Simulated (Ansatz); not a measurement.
The calculation's input:

```
crystal:
  lattice:
    - [0.0, 2.1161458781, 2.1161458781]
    - [2.1161458781, 0.0, 2.1161458781]
    - [2.1161458781, 2.1161458781, 0.0]
  atoms:
    - { symbol: Ta, position: [0.5, 0.5, 0.5] }
    - { symbol: "N", position: [0.0, 0.0, 0.0] }
basis:
  ecutwfc: 500
kpoints:
  mp_grid: { grid: [16, 16, 16] }
hamiltonian:
  xc: r2scan
scf:
  occupations: { method: gaussian, width: 0.1 }
output:
  forces: true
  stress: true
  eigenvalues: true
  write_density: true
  write_potential: true
  elf: true
  volumetric_format: npy
relax:
  adjacent_minimum: "off"
  f_tol: 0.008
  max_steps: 50
  cell: { stress_tol: 0.08, p_target: 50.0 }
```

Launched as:

```sh
ansatz run input.yaml --threads 1 --pin off --max-ram 2560MiB --backend cpu --events-out ev --progress --plain --runs-dir out
```

Below, planes, directions and counts refer to the conventional cell (a = 4.24 Å, b = 4.24 Å, c = 4.24 Å, α = 90.00°, β = 90.00°, γ = 90.00°).

Space group Fm-3m; computed pressure about 50 GPa in this cell.

Level of theory: Ansatz, DFT r2SCAN, scalar-relativistic, plane waves, PAW.

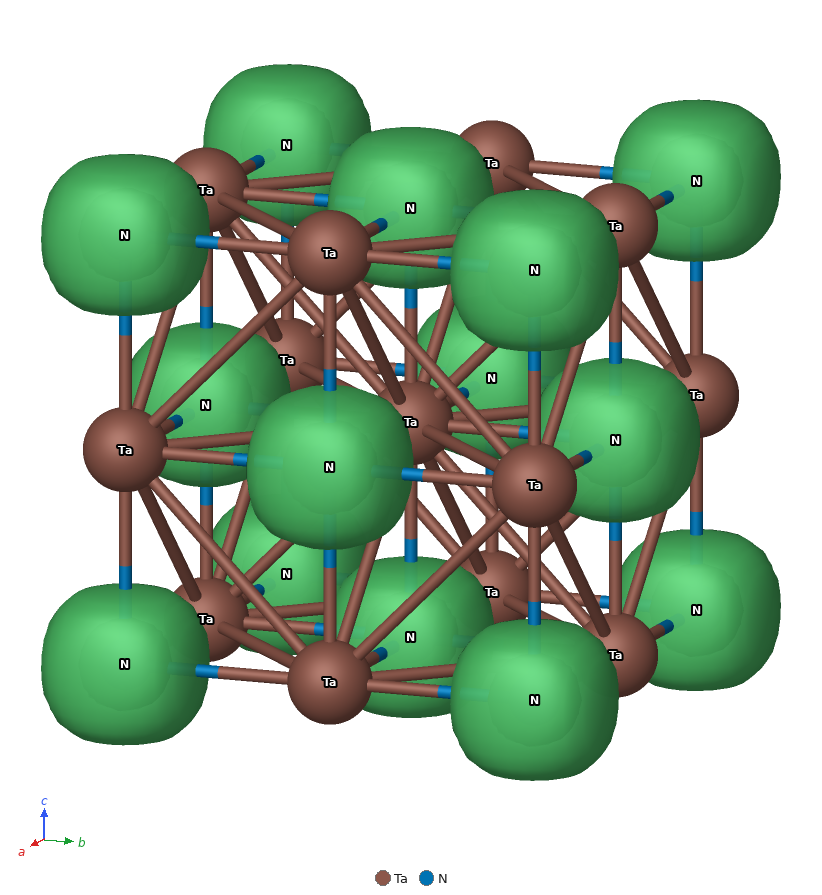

TaN. Isosurface of the electron localisation function at 0.7 (green), seen slightly off an axis. Only the valence region is drawn (cores and ρ < 0.01 e/Å³ removed). Sticks mark near contacts.

Question: Where are the electrons localised?

Answer: At this value the surface marks out four regions wrapped around N (the valence shell of each), counted in one cell of 8 atoms. Any copies at cell faces, edges or corners count once. Profiles from the grid: Ta–N (2.12 Å): the ELF peaks at about 0.80 in the valence shell of N, 0.6 Å from its nucleus, and is about 0.15 at the midpoint: no shared electron pair shows on this line. Ta–Ta (3.00 Å): the ELF is about 0.20 at the midpoint; no localised pair shows between them.
